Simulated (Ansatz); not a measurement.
# Calculations on H$_{12}$CO$_{5}$

### Relaxation

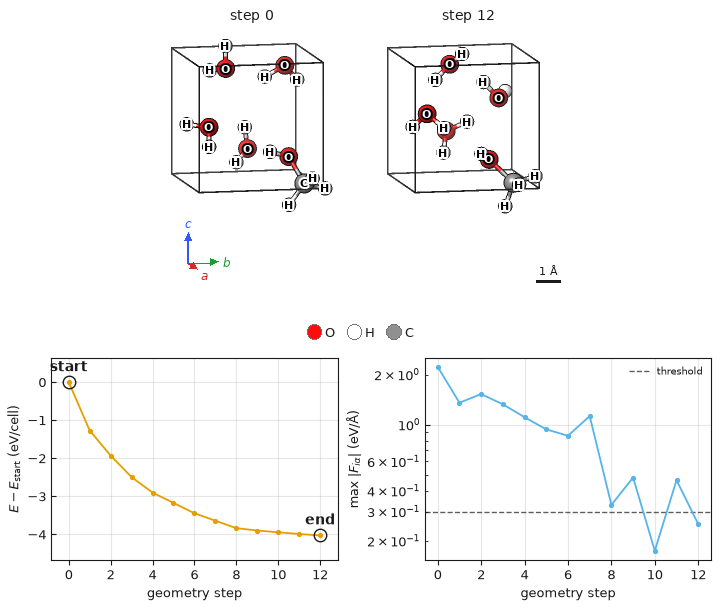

First and last geometry of a relaxation of an amorphous cell of composition H12CO5, with the history of the run. The picture is a ball-and-stick view of the cell of the calculation, seen slightly off an axis.

The cell holds 4 H2O + 1 CH3OH. The run prepares the start of a later molecular dynamics calculation, from a guessed geometry.

Method: DFT PBE, scalar-relativistic, plane waves, PAW in Ansatz 0.2.0. (plane-wave cutoff 420 eV; k-point mesh 1 × 1 × 1; occupations fermi dirac; smearing width 0.05 eV; no spin polarisation; atoms relaxed in a fixed cell; force threshold 0.3 eV/Å; at most 15 steps)

**Read the history and describe the run.**

It converged. The atom that moves furthest is an O atom (1.41 Å roughly along −c). By element the largest moves are O 1.41 Å, H 1.16 Å, C 0.31 Å. The cell doesn't change. Some distances before and after: H–O 0.969 → 1.007 Å, C–H 1.090 → 1.101 Å, H–O 0.969 → 0.980 Å. Among the angles between lasting bonds that change: H–O–H 104.0° → 108.9°, O–C–H 106.3° → 110.3°, H–O–H 104.0° → 107.1°. After 12 geometry steps the energy has fallen by 4.026 eV per cell of the calculation. Largest force component: 2.2 eV/Å at the start, 0.25 eV/Å at the end. The forces were under the threshold at step 10, but the run went on from there. Cost: 12 s on 1 thread of Arm Neoverse V2, on a shared host, peak memory 0.28 GiB.

```json
{"step": "0", "E − E(0), meV/atom": "0.00", "largest force component, eV/Å": "2.2207"}
{"step": "1", "E − E(0), meV/atom": "-70.44", "largest force component, eV/Å": "1.3529"}
{"step": "2", "E − E(0), meV/atom": "-107.09", "largest force component, eV/Å": "1.5259"}
{"step": "3", "E − E(0), meV/atom": "-138.46", "largest force component, eV/Å": "1.3236"}
{"step": "4", "E − E(0), meV/atom": "-161.07", "largest force component, eV/Å": "1.1076"}
{"step": "5", "E − E(0), meV/atom": "-176.06", "largest force component, eV/Å": "0.9354"}
{"step": "6", "E − E(0), meV/atom": "-191.23", "largest force component, eV/Å": "0.8568"}
{"step": "7", "E − E(0), meV/atom": "-202.11", "largest force component, eV/Å": "1.1245"}
{"step": "8", "E − E(0), meV/atom": "-212.98", "largest force component, eV/Å": "0.3292"}
{"step": "9", "E − E(0), meV/atom": "-216.42", "largest force component, eV/Å": "0.4803"}
{"step": "10", "E − E(0), meV/atom": "-219.01", "largest force component, eV/Å": "0.1743"}
{"step": "11", "E − E(0), meV/atom": "-221.48", "largest force component, eV/Å": "0.4631"}
{"step": "12", "E − E(0), meV/atom": "-223.64", "largest force component, eV/Å": "0.2521"}
```

Limits of the set-up: the periodic images lie only 5.3 Å apart, so the values are limited by the cell's size.

### Dynamics

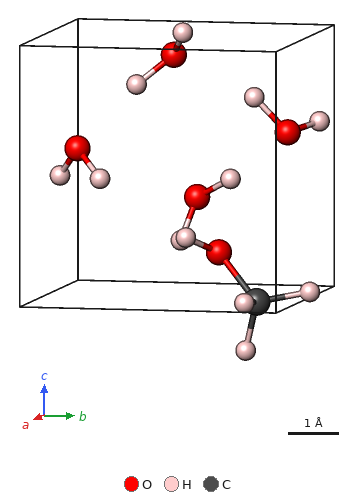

Starting frame of a dynamics run of a periodic cell with 4 H2O + 1 CH3OH at 1.156 g/cm³. Style: ball-and-stick. Shown: the simulation cell, slightly off an axis.

Theory: DFT PBE, scalar-relativistic, plane waves, PAW in Ansatz.

Input
```yaml
crystal:
  lattice:
    - [5.308566, 0.0, 0.0]
    - [0.0, 5.308566, 0.0]
    - [0.0, 0.0, 5.308566]
  atoms:
    - { symbol: O, position: [0.02262415, 0.46708269, 0.32800307] }
    - { symbol: H, position: [0.10611591, 0.61622068, 0.40933662] }
    - { symbol: H, position: [0.11450849, 0.42457048, 0.17083468] }
    - { symbol: O, position: [0.28722173, 0.4362738, 0.89854513] }
    - { symbol: H, position: [0.354298, 0.30596113, 0.78885368] }
    - { symbol: H, position: [0.43217706, 0.50432694, 1.00014245] }
    - { symbol: O, position: [0.72047046, 0.15851428, 0.57887386] }
    - { symbol: H, position: [0.8291908, 0.27125408, 0.47657031] }
    - { symbol: H, position: [0.61345962, 0.06603934, 0.46203518] }
    - { symbol: O, position: [0.17701134, 0.85563149, 0.60041797] }
    - { symbol: H, position: [0.01520512, 0.94308914, 0.62815416] }
    - { symbol: H, position: [0.19377814, 0.7287408, 0.73338608] }
    - { symbol: C, position: [0.71237768, 0.85552528, 0.00661196] }
    - { symbol: O, position: [0.60398502, 0.68411218, 0.18116773] }
    - { symbol: H, position: [0.6432531, 1.04784851, 0.04198399] }
    - { symbol: H, position: [0.75149128, 0.58863071, 0.2505195] }
    - { symbol: H, position: [0.91860811, 0.85503883, 0.02294438] }
    - { symbol: H, position: [0.65971241, 0.80117834, -0.18615786] }
basis:
  ecutwfc: 420.0
kpoints:
  mp_grid: { grid: [1, 1, 1] }
hamiltonian:
  xc: pbe
scf:
  occupations: { method: fermi_dirac, width: 0.05 }
  lower_state_search: "off"
md:
  timestep: 0.5
  n_steps: 300
  ensemble: nvt_langevin
  temperature: 400.0
  initial_velocities: maxwell_boltzmann
  seed: 518748
  friction: 0.02
```

Launched with:
```bash
ansatz run input.yaml --threads 1 --pin off --max-ram 3072MiB --backend cpu --events-out ev --progress --plain --runs-dir out
```

### What does the trajectory do?

The mean temperature in the second half is 409 K (standard deviation 57 K). The potential energy is still drifting at the end, so the run hasn't reached equilibrium. The potential energy in the second half lies on average 54.7 meV per atom above the first frame. In the second half of the run the atoms are, in the root-mean-square, this far from where they began (common drift taken out): H 0.52 Å, O 0.39 Å, C 0.13 Å. The heavy atoms stay within a fraction of a molecule's size of their starting places; so short a run doesn't tell a liquid from a solid.

Along the run (each row but the first and the last is the mean over the interval that it begins):

| time (fs) | potential energy (meV/atom) | T (K) |
| --- | --- | --- |
| 0.0 | 0.0 | 378 |
| 18.5 | 33.2 | 250 |
| 37.0 | 40.1 | 362 |
| 55.5 | 45.5 | 405 |
| 74.0 | 49.3 | 404 |
| 92.5 | 49.0 | 409 |
| 111.0 | 57.6 | 368 |
| 129.5 | 61.5 | 442 |
| 148.0 | 64.1 | 461 |

The paths of the atoms:

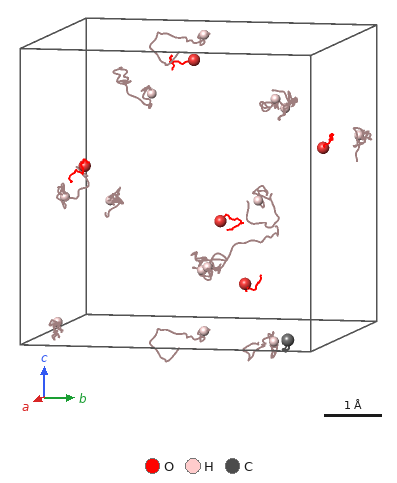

Limits of the set-up: the periodic images lie only 5.3 Å apart, so the values are limited by the cell's size.

### Energy conservation

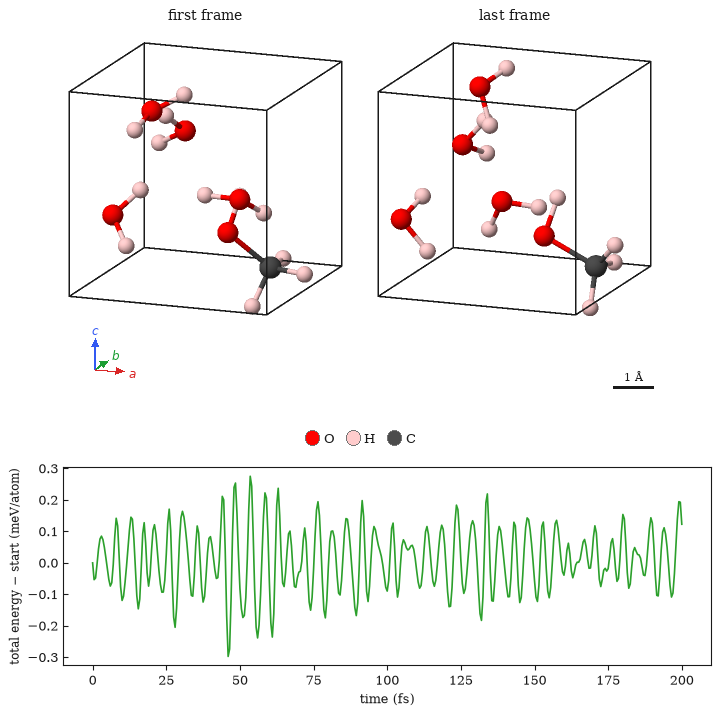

A Born-Oppenheimer molecular dynamics run of a periodic cell with 4 H2O + 1 CH3OH at 1.156 g/cm³, 200 fs long. It starts from the last geometry of an earlier run, with fresh velocities. A ball-and-stick model of the simulation cell, seen slightly off an axis.

Theory: DFT PBE, scalar-relativistic, plane waves, PAW in Ansatz 0.2.0. Run with plane-wave cutoff 420 eV; k-point mesh 1 × 1 × 1; Fermi-Dirac smearing 0.05 eV; constant energy (NVE); velocities drawn for 400 K; time step 0.5 fs.

Input
```yaml
crystal:
  lattice:
    - [5.308566, 0.0, 0.0]
    - [0.0, 5.308566, 0.0]
    - [0.0, 0.0, 5.308566]
  atoms:
    - { symbol: O, position: [0.03851822, 0.46333541, 0.2858204] }
    - { symbol: H, position: [0.14336264, 0.55660882, 0.39564633] }
    - { symbol: H, position: [0.13917619, 0.37706337, 0.1646694] }
    - { symbol: O, position: [0.28669187, 0.33197887, 0.84799262] }
    - { symbol: H, position: [0.26756191, 0.15472313, 0.79536274] }
    - { symbol: H, position: [0.42994572, 0.38741613, 0.92672763] }
    - { symbol: O, position: [0.81949837, 0.10173148, 0.51851409] }
    - { symbol: H, position: [0.88885414, 0.23907113, 0.4260088] }
    - { symbol: H, position: [0.63719706, 0.11993367, 0.51948306] }
    - { symbol: O, position: [0.25368166, 0.86303267, 0.62164431] }
    - { symbol: H, position: [0.09884965, 0.9239179, 0.53441068] }
    - { symbol: H, position: [0.20927164, 0.72079201, 0.72583551] }
    - { symbol: C, position: [0.69690077, 0.83316901, 0.00104224] }
    - { symbol: O, position: [0.53425221, 0.69326201, 0.1896776] }
    - { symbol: H, position: [0.68244653, 1.04013272, -0.00558832] }
    - { symbol: H, position: [0.5726615, 0.75116295, 0.3585236] }
    - { symbol: H, position: [0.89559241, 0.76579189, 0.00133097] }
    - { symbol: H, position: [0.63425382, 0.756575, -0.17681093] }
basis:
  ecutwfc: 420.0
kpoints:
  mp_grid: { grid: [1, 1, 1] }
hamiltonian:
  xc: pbe
scf:
  occupations: { method: fermi_dirac, width: 0.05 }
  lower_state_search: "off"
md:
  timestep: 0.5
  n_steps: 400
  ensemble: nve
  temperature: 400.0
  initial_velocities: maxwell_boltzmann
  seed: 810689
```

Launched with:
```bash
ansatz run input.yaml --threads 1 --pin off --max-ram 3072MiB --backend cpu --events-out ev --progress --plain --runs-dir out
```

> Check the integration.

The total energy stays between −0.3 and 0.28 meV per atom of its start. A straight-line fit has a slope that amounts to +0.018 meV per atom over 200 fs (under 0.1 % of the mean kinetic energy), and the ripple about it is 1.2 % of the kinetic energy's fluctuation. With a drift under 2 % and a ripple under 7 %, the integration is accurate. The mean temperature in the second half is 509 K (standard deviation 61 K). The potential energy in the second half lies on average 13.3 meV per atom below the first frame.

Limits of the set-up: the periodic images lie only 5.3 Å apart, so the values are limited by the cell's size.

The run took 3.3 min on 1 thread of Arm Neoverse V2, on a shared host, peak memory 0.28 GiB.
